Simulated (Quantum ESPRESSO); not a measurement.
# Run report: Ta, fields calculation

- system: Ta (P-1, 2 atoms in the cell)
- method: Kohn-Sham DFT of a periodic cell, PBE with D3, SG15 PBE 1.2, no spin polarisation (Quantum ESPRESSO 7.5)

The structure derives from an entry of the Crystallography Open Database. Some settings of this run were made unusual or wrong on purpose.

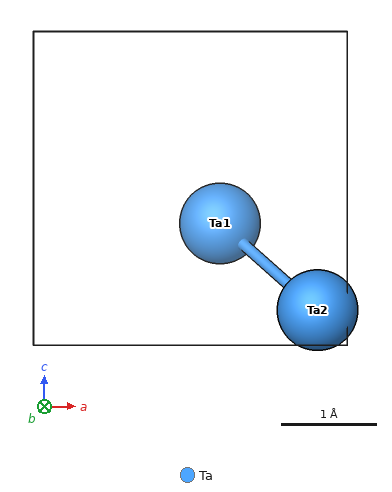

Fig. 1: The structure as given in the input (ball-and-stick view of the cell of the calculation, along the b axis; atoms are numbered from 1 in the order of the input). An atom can appear more than once, as a periodic image.

## Input file
```
&CONTROL
  calculation = 'scf'
  prefix = 'pwscf'
  outdir = './tmp'
  pseudo_dir = './pseudo'
  tprnfor = .true.
  tstress = .true.
  disk_io = 'low'
/
&SYSTEM
  ibrav = 0
  nat = 2
  ntyp = 1
  ecutwfc = 375
  nbnd = 37
  occupations = 'smearing'
  smearing = 'mv'
  degauss = 0.00999582
  vdw_corr = 'grimme-d3'
  dftd3_version = 3
/
&ELECTRONS
  conv_thr = 4d-10
  electron_maxstep = 75
  mixing_beta = 0.5
/
ATOMIC_SPECIES
Ta   180.9479 Ta_ONCV_PBE-1.2.upf
CELL_PARAMETERS angstrom
   0.0000000000   -3.3025600000    0.0000000000
  -3.3025600000    0.0000000000    0.0000000000
   0.0000000000    0.0000000000   -3.3025600000
ATOMIC_POSITIONS crystal
Ta     0.5946212400    0.4298517200    0.3880863600
Ta     0.9053787600    0.0701482800    0.1119136400
K_POINTS automatic
2 2 2 0 0 0
```

Hardware: 1 thread of Intel Xeon @ 2.90GHz (Ice Lake), 16 GiB of memory available, shared host.

Command:
```bash
OMP_NUM_THREADS=1 pw.x -in pw.in > pw.out
```

## What the program printed
```
This program is part of the open-source Quantum ESPRESSO suite
     for quantum simulation of materials; please cite
         "P. Giannozzi et al., J. Phys.:Condens. Matter 21 395502 (2009);
         "P. Giannozzi et al., J. Phys.:Condens. Matter 29 465901 (2017);
         "P. Giannozzi et al., J. Chem. Phys. 152 154105 (2020);
          URL
     in publications or presentations arising from this work. More details at

     Message from routine setup:
     using ibrav=0 with symmetry is DISCOURAGED, use correct ibrav instead

     G-vector sticks info
     --------------------
     sticks:   dense  smooth     PW     G-vecs:    dense   smooth      PW
     Sum        4645    4645   1273               238329   238329   34049

     Using Slab Decomposition

     bravais-lattice index     =            0
     lattice parameter (alat)  =       6.2409  a.u.
     unit-cell volume          =     243.0797 (a.u.)^3
     number of atoms/cell      =            2
     number of atomic types    =            1
     number of electrons       =        54.00
     number of Kohn-Sham states=           37
     kinetic-energy cutoff     =     375.0000  Ry
     charge density cutoff     =    1500.0000  Ry
     scf convergence threshold =      4.0E-10
     mixing beta               =       0.5000
     number of iterations used =            8  plain     mixing
     Exchange-correlation= PBE
                           (   1   4   3   4   0   0   0)

     celldm(1)=   6.240934  celldm(2)=   0.000000  celldm(3)=   0.000000
     celldm(4)=   0.000000  celldm(5)=   0.000000  celldm(6)=   0.000000

     crystal axes: (cart. coord. in units of alat)
               a(1) = (   0.000000  -1.000000   0.000000 )
               a(2) = (  -1.000000   0.000000   0.000000 )
               a(3) = (   0.000000   0.000000  -1.000000 )

     reciprocal axes: (cart. coord. in units 2 pi/alat)
               b(1) = ( -0.000000 -1.000000 -0.000000 )
               b(2) = ( -1.000000 -0.000000 -0.000000 )
               b(3) = ( -0.000000 -0.000000 -1.000000 )

     PseudoPot. # 1 for Ta read from file:
     Ta_ONCV_PBE-1.2.upf
     Pseudo is Norm-conserving, Zval = 27.0
     Generated using ONCVPSP code by D. R. Hamann
     Using radial grid of  602 points,  8 beta functions with:
                l(1) =   0
                l(2) =   0
                l(3) =   1
                l(4) =   1
                l(5) =   2
                l(6) =   2
                l(7) =   3
                l(8) =   3

     atomic species   valence    mass     pseudopotential
     Ta               27.00   180.94790     Ta( 1.00)

      2 Sym. Ops., with inversion, found ( 1 have fractional translation)

   Cartesian axes

     site n.     atom                  positions (alat units)
         1        Ta     tau(   1) = (  -0.4298517  -0.5946212  -0.3880864  )
         2        Ta     tau(   2) = (  -0.0701483  -0.9053788  -0.1119136  )

     --------------------------------------------
     DFT-D3 Dispersion Correction (3-body terms):
     --------------------------------------------
       Reference C6 values for interpolation:

         atom   Coordination number   C6
         Ta         0.000          2327.65
         Ta         1.946          1319.50
         Ta         2.899           917.54

       Values used:

         atom   Coordination number  R0_AB[au]  C6      C8
         Ta        10.727            3.872    917.54 163439.10
         Ta        10.727            3.872    917.54 163439.10

         Molecular C6 ( Ry / a.u.^6 ) =      3670.14

     number of k points=     8  Marzari-Vanderbilt smearing, width (Ry)=  0.0100
                       cart. coord. in units 2pi/alat
        k(    1) = (  -0.0000000  -0.0000000  -0.0000000), wk =   0.2500000
        k(    2) = (   0.0000000   0.0000000   0.5000000), wk =   0.2500000
        k(    3) = (   0.5000000   0.0000000   0.5000000), wk =   0.2500000
        k(    4) = (   0.5000000   0.5000000   0.5000000), wk =   0.2500000
        k(    5) = (   0.5000000   0.0000000   0.0000000), wk =   0.2500000
        k(    6) = (   0.0000000   0.5000000   0.0000000), wk =   0.2500000
        k(    7) = (   0.0000000   0.5000000  -0.5000000), wk =   0.2500000
        k(    8) = (  -0.5000000   0.5000000   0.0000000), wk =   0.2500000

     Dense  grid:   238329 G-vectors     FFT dimensions: (  80,  80,  80)

     Initial potential from superposition of free atoms

     starting charge      53.8212, renormalised to      54.0000
     Starting wfcs are random

     Self-consistent Calculation

     iteration #  1     ecut=   375.00 Ry     beta= 0.50
     Davidson diagonalization with overlap
     ethr =  1.00E-02,  avg # of iterations = 10.2

     Threshold (ethr) on eigenvalues was too large:
     Diagonalizing with lowered threshold

     Davidson diagonalization with overlap
     ethr =  8.41E-04,  avg # of iterations =  1.5

     total energy              =    -992.66090866 Ry
     estimated scf accuracy    <       0.44548238 Ry

     iteration #  2     ecut=   375.00 Ry     beta= 0.50
     Davidson diagonalization with overlap
     ethr =  8.25E-04,  avg # of iterations =  2.0

     total energy              =    -992.77637662 Ry
     estimated scf accuracy    <       0.20036288 Ry

     iteration #  3     ecut=   375.00 Ry     beta= 0.50
     Davidson diagonalization with overlap
     ethr =  3.71E-04,  avg # of iterations =  2.0
     Minimization algorithm failed to find Fermi energy: reverting to bisection
     Possible cause: smearing is larger than the electronic band-gap.

     total energy              =    -992.81663602 Ry
     estimated scf accuracy    <       0.00346646 Ry

     iteration #  4     ecut=   375.00 Ry     beta= 0.50
     Davidson diagonalization with overlap
     ethr =  6.42E-06,  avg # of iterations =  2.9

     total energy              =    -992.81706551 Ry
     estimated scf accuracy    <       0.00020672 Ry

     iteration #  5     ecut=   375.00 Ry     beta= 0.50
     Davidson diagonalization with overlap
     ethr =  3.83E-07,  avg # of iterations =  3.4

     total energy              =    -992.81709044 Ry
     estimated scf accuracy    <       0.00004978 Ry

     iteration #  6     ecut=   375.00 Ry     beta= 0.50
     Davidson diagonalization with overlap
     ethr =  9.22E-08,  avg # of iterations =  2.0

     total energy              =    -992.81709852 Ry
     estimated scf accuracy    <       0.00000436 Ry

     iteration #  7     ecut=   375.00 Ry     beta= 0.50
     Davidson diagonalization with overlap
     ethr =  8.07E-09,  avg # of iterations =  2.0

     total energy              =    -992.81709913 Ry
     estimated scf accuracy    <       0.00000022 Ry

     iteration #  8     ecut=   375.00 Ry     beta= 0.50
     Davidson diagonalization with overlap
     ethr =  4.04E-10,  avg # of iterations =  2.0

     total energy              =    -992.81709916 Ry
     estimated scf accuracy    <       0.00000004 Ry

     iteration #  9     ecut=   375.00 Ry     beta= 0.50
     Davidson diagonalization with overlap
     ethr =  7.37E-11,  avg # of iterations =  2.0

     total energy              =    -992.81709916 Ry
     estimated scf accuracy    <          7.7E-09 Ry

     iteration # 10     ecut=   375.00 Ry     beta= 0.50
     Davidson diagonalization with overlap
     ethr =  1.42E-11,  avg # of iterations =  2.0

     total energy              =    -992.81709917 Ry
     estimated scf accuracy    <          4.7E-10 Ry

     iteration # 11     ecut=   375.00 Ry     beta= 0.50
     Davidson diagonalization with overlap
     ethr =  8.80E-13,  avg # of iterations =  2.0

     End of self-consistent calculation

          k =-0.0000-0.0000-0.0000 ( 29711 PWs)   bands (ev):

   -39.3692 -36.8775  -9.2893  -5.0689  -4.6839  -4.2476  -3.8241  -0.4924
     8.9175   9.3550   9.4061   9.6707   9.9841  10.0731  10.2752  10.2872
    10.3883  10.4095  10.5228  10.5401  10.6181  10.6236  22.0688  25.2559
    26.2710  28.5492  29.3536  29.6015  32.0833  33.0848  34.1303  34.9998
    40.3506  41.6253  42.8162  43.6997  43.9296

          k = 0.0000 0.0000 0.5000 ( 29750 PWs)   bands (ev):

   -39.3362 -36.9016  -9.3042  -5.5634  -4.7092  -4.2070  -3.5524  -0.5519
     8.8966   9.3586   9.4093   9.6706   9.9751  10.0688  10.2785  10.2850
    10.3748  10.4177  10.5418  10.5571  10.5990  10.6094  24.9975  25.0140
    27.3590  27.7166  28.8514  30.2092  31.4038  32.4478  32.9546  37.8701
    38.3794  38.4018  41.3715  41.6953  45.1455

          k = 0.5000 0.0000 0.5000 ( 29848 PWs)   bands (ev):

   -39.2332 -37.0118  -9.3776  -6.0183  -5.1941  -3.8190  -2.9922  -0.4894
     8.8237   9.3593   9.4192   9.6744   9.9850   9.9869  10.2703  10.3079
    10.3693  10.4024  10.5358  10.5667  10.5975  10.6078  25.2021  25.4748
    27.2118  28.8455  29.8601  31.4392  32.2146  32.5719  33.3862  36.5133
    36.9469  38.4112  38.8387  40.5171  44.3056

          k = 0.5000 0.5000 0.5000 ( 29824 PWs)   bands (ev):

   -39.1901 -37.0452  -9.4789  -6.0638  -5.6770  -3.4822  -2.9669  -0.4027
     8.7701   9.3687   9.4212   9.6738   9.9519   9.9875  10.2783  10.3067
    10.3741  10.3849  10.5104  10.5553  10.6158  10.6206  26.8126  27.5120
    28.1246  29.1757  29.9246  30.8138  31.2667  31.8436  35.5349  35.9652
    36.2969  36.9064  39.0411  40.0126  40.2243

          k = 0.5000 0.0000 0.0000 ( 29750 PWs)   bands (ev):

   -39.2617 -36.9950  -9.3107  -5.7907  -4.9898  -3.8869  -3.1638  -0.5318
     8.8535   9.3541   9.4150   9.6720   9.9854   9.9988  10.2635  10.3125
    10.3738  10.4067  10.5552  10.5798  10.5823  10.5929  24.8531  25.1580
    26.3608  26.7264  29.6721  30.8545  31.1312  32.9690  34.3935  38.0777
    38.1820  38.7098  41.1895  41.9434  43.3435

          k = 0.0000 0.5000 0.0000 ( 29750 PWs)   bands (ev):

   -39.3172 -36.9254  -9.3070  -5.6499  -4.7809  -4.0921  -3.4538  -0.5614
     8.8795   9.3653   9.4075   9.6732   9.9562  10.0655  10.2825  10.2848
    10.3641  10.4273  10.5449  10.5602  10.5992  10.6069  25.0399  25.2089
    27.1224  27.1436  29.1832  30.6238  30.7575  33.0498  33.4608  37.8384
    38.0195  38.6823  41.3909  41.8457  43.7686

          k = 0.0000 0.5000-0.5000 ( 29848 PWs)   bands (ev):

   -39.2867 -36.9457  -9.3502  -5.9123  -4.9667  -4.0529  -3.2343  -0.5652
     8.8554   9.3709   9.4117   9.6770   9.9530  10.0564  10.2839  10.2864
    10.3612  10.4210  10.5627  10.5806  10.5826  10.5927  25.1600  25.4975
    27.5713  27.9038  30.8956  31.3411  32.2297  32.4825  33.7357  37.4629
    37.8546  37.9528  38.4685  40.9598  43.6088

          k =-0.5000 0.5000 0.0000 ( 29848 PWs)   bands (ev):

   -39.2167 -37.0311  -9.4136  -6.1367  -5.2206  -3.6839  -2.9162  -0.4310
     8.8019   9.3624   9.4171   9.6749   9.9540   9.9971  10.2737  10.3071
    10.3707  10.3987  10.5314  10.5646  10.5995  10.6082  25.3969  25.6828
    27.1047  29.2681  29.9879  31.3620  31.6499  32.0400  33.4400  35.6852
    36.7813  37.7285  39.4614  39.9378  45.5140

     the Fermi energy is    30.0713 ev

!    total energy              =    -992.81709917 Ry
     estimated scf accuracy    <          2.9E-11 Ry
     smearing contrib. (-TS)   =       0.00057050 Ry
     internal energy E=F+TS    =    -992.81766967 Ry

     The total energy is F=E-TS. E is the sum of the following terms:
     one-electron contribution =    -378.07136154 Ry
     hartree contribution      =     255.36958090 Ry
     xc contribution           =     -82.23954174 Ry
     ewald contribution        =    -787.79631005 Ry
     DFT-D3 Dispersion         =      -0.08003723 Ry

     convergence has been achieved in  11 iterations

     Forces acting on atoms (cartesian axes, Ry/au):

     atom    1 type  1   force =    -0.31739842    0.12772909   -0.17924388
     atom    2 type  1   force =     0.31739842   -0.12772909    0.17924388

     Total force =     0.546232     Total SCF correction =     0.000032

     Computing stress (Cartesian axis) and pressure

          total   stress  (Ry/bohr**3)                   (kbar)     P=      386.76
   0.00666704  -0.00118355   0.00119799          980.76     -174.11      176.23
  -0.00118355   0.00112443   0.00023426         -174.11      165.41       34.46
   0.00119799   0.00023426   0.00009586          176.23       34.46       14.10

=------------------------------------------------------------------------------=
   JOB DONE.
=------------------------------------------------------------------------------=
```

## Outcome

- outcome: converged
- space group (tolerance 0.01 Å): P-1 (2)
- electrons treated: 54
- free energy: −13507.9648 eV
- Fermi energy: 30.071 eV
- gap on the k-point mesh: none (metallic)
- pressure: 38.68 GPa
- largest force (length of the vector): 9.931 eV/Å
- wall time: 2.5 min
- peak memory: 0.59 GiB

## Diagnosis

Some settings of this run were drawn to be unusual or wrong (ecut_scale set to 5; k set to [2, 2, 2] (from [8, 8, 8])). It converged; results that depend on the unusual settings are not reference values. Points of doubt noted for this run: coarse mesh.
